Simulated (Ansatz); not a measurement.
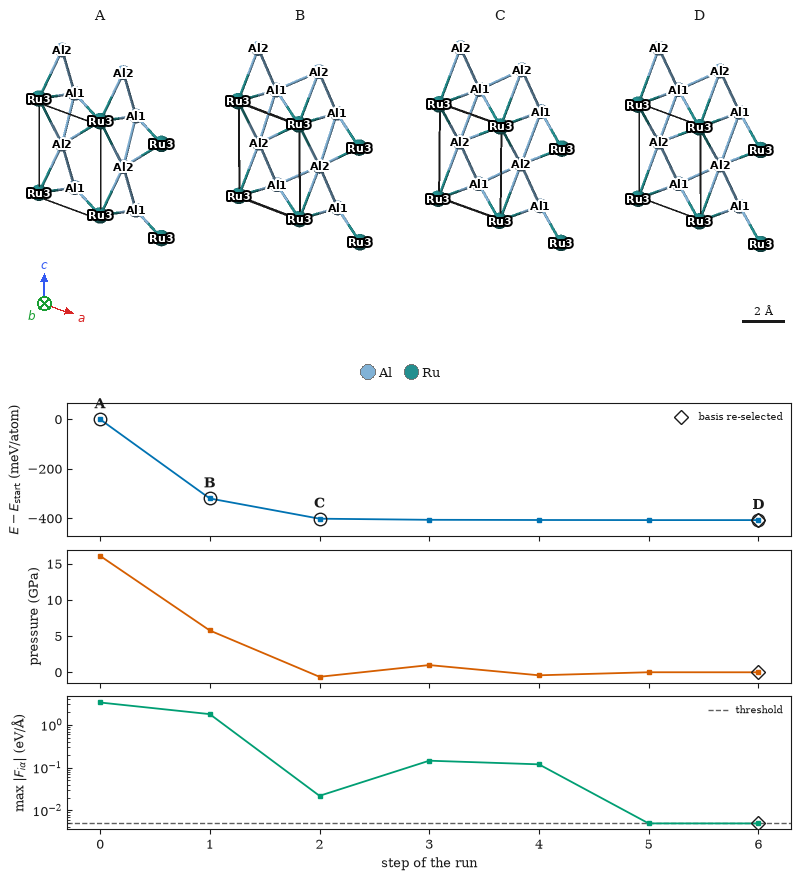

Frames of a relaxation of solid Al₂Ru (set up in P1), marked on the history of the run. The picture is a ball-and-stick view of the cell of the calculation, reduced to other axes, repeated 2 × 1 × 2 with one cell outlined, seen along the b axis. Lengths and directions refer to the drawn axes.

Case: cure: more steps.

Level of theory: DFT PBEsol, scalar-relativistic, plane waves, PAW in Ansatz 0.2.0. Set-up: plane-wave cutoff 420 eV; k-point mesh 10 × 10 × 10; occupations gaussian; smearing width 0.1 eV; no spin polarisation; cell and atoms relaxed; force threshold 0.005 eV/Å; at most 100 steps.

What happens along the run?

Answer. After 5 accepted moves (6 points after the start) the energy has fallen by 407 meV per atom. Largest force component: 3.3 eV/Å at the start, 0.005 eV/Å at the end. The pressure goes from 16.11 to 0.01 GPa. At 1 point the geometry stayed and the basis and grid were re-selected for the new cell (energy shift of less than 0.05 meV per atom at most each time). The largest move relative to the cell is that of Al1, 0.29 Å along [3 −1 3]. By element the largest moves are Al 0.29 Å, Ru 0.28 Å. Cell: a = b unchanged at 3.121 Å, c 4.764 → 4.754 Å (−0.2 %). Volume −0.2 %. Near-neighbour distances that change, for instance: Al1–Ru3 3.397 → 2.871 Å, Al1–Al2 3.118 → 2.686 Å, Al2–Ru3 2.975 → 2.582 Å, Al1–Ru3 (another image) 2.242 → 2.582 Å. The space group (tolerance 0.01 Å) goes from P1 (No. 1) to I4/mmm (No. 139). The run took 4.1 min on 1 thread of Arm Neoverse V1, on a shared host, peak memory 0.59 GiB. From step 0 to 1: Al1 moves most (0.19 Å), volume −1.3 %, energy −319 meV per atom. From step 1 to 2: Ru3 moves most (0.14 Å), volume +1.6 %, energy −81.6 meV per atom. From step 2 to 6: volume −0.4 %, energy −5.6 meV per atom.

```tsv
step	E − E(0), meV/atom	largest force component, eV/Å	pressure, GPa	volume, Å³/atom	note
0	0.00	3.3403	16.11	13.706	
1	-319.36	1.7851	5.79	13.524	
2	-400.97	0.0219	-0.61	13.736	
3	-405.48	0.1452	1.01	13.602	
4	-406.24	0.1194	-0.40	13.717	
5	-406.62	0.0050	0.02	13.676	
6	-406.61	0.0050	0.01	13.676	same geometry, new basis
```
